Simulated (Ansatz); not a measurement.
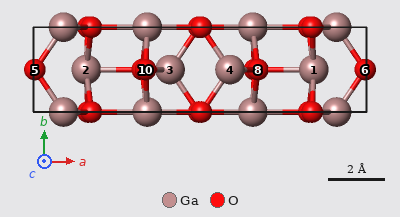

Starting structure of solid Ga₂O₃ (built on the beta-gallia host type). A ball-and-stick model of the conventional cell (2 times the calculation's cell), seen along the c axis. Lengths and directions refer to the drawn axes.

The calculation used Ansatz 0.2.0, DFT, PBEsol, plane waves, PAW.

Input
```yaml
crystal:
  lattice:
    - [6.227064121, -1.5416333329, 0.006229174]
    - [6.227064121, 1.5416333329, 0.006229174]
    - [-1.3979713165, 0.0, 5.7089230089]
  atoms:
    - { symbol: Ga, position: [0.3414968551, 0.3414968551, 0.6858235356] }
    - { symbol: Ga, position: [0.6585031449, 0.6585031449, 0.3141764644] }
    - { symbol: Ga, position: [0.9100739521, 0.9100739521, 0.205272246] }
    - { symbol: Ga, position: [0.0899260479, 0.0899260479, 0.794727754] }
    - { symbol: O, position: [0.5039749285, 0.5039749285, 0.7433111701] }
    - { symbol: O, position: [0.4960250715, 0.4960250715, 0.2566888299] }
    - { symbol: O, position: [0.8263039783, 0.8263039783, 0.4356635097] }
    - { symbol: O, position: [0.1736960217, 0.1736960217, 0.5643364903] }
    - { symbol: O, position: [0.1635085042, 0.1635085042, 0.1092008779] }
    - { symbol: O, position: [0.8364914958, 0.8364914958, 0.8907991221] }
kpoints:
  mp_grid: { grid: [8, 8, 4] }
hamiltonian:
  xc: pbesol
scf:
  occupations: { method: fermi_dirac, width: 0.02 }
relax:
  f_tol: 0.005
  cell: {}
```

Command:
```bash
ansatz run input.yaml --threads 2 --pin off --max-ram 29491MiB --backend cpu --events-out ev --progress --plain --runs-dir out
```

What does the optimiser find from here?

Over 6 accepted moves (8 points after the start) the energy falls by 8.1 meV per atom. Largest force component: 0.11 eV/Å at the start, 0.0015 eV/Å at the end. Pressure: −6.45 GPa at the start and −0.02 GPa at the end. The SCF was repeated twice at an unchanged geometry on a basis and grid sized afresh for the cell, which shifted the energy by 1.6 meV per atom at most. The largest moves relative to the cell, 0.021 Å, are those of O9 and O10. O9 goes along +a. By element the largest moves are O 0.021 Å, Ga 0.007 Å. The volume changes by −3.7 %, with a 12.454 → 12.278 Å (−1.4 %), b 3.083 → 3.047 Å (−1.2 %), c 5.878 → 5.811 Å (−1.1 %). Some distances before and after: Ga1–O7 2.108 → 2.077 Å, Ga1–O5 1.971 → 1.943 Å, Ga1–O8 2.042 → 2.016 Å, Ga3–O7 1.895 → 1.873 Å. The space group stays C2/m (No. 12). The run took 73 s on 2 threads of AMD EPYC 7R13 Processor (Zen 3), on a shared host, peak memory 0.77 GiB.

Final geometry:

```
CELL_PARAMETERS angstrom
6.13913 -1.52369 0.00288
6.13913 1.52369 0.00288
-1.38124 0.00000 5.64424
ATOMIC_POSITIONS crystal
Ga 0.34123 0.34123 0.68556
Ga 0.65877 0.65877 0.31444
Ga 0.90954 0.90954 0.20477
Ga 0.09046 0.09046 0.79523
O 0.50371 0.50371 0.74399
O 0.49629 0.49629 0.25601
O 0.82675 0.82675 0.43721
O 0.17325 0.17325 0.56279
O 0.16523 0.16523 0.10950
O 0.83477 0.83477 0.89050
```

The end point in the same view:

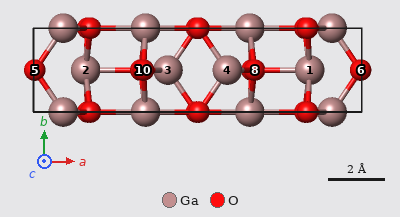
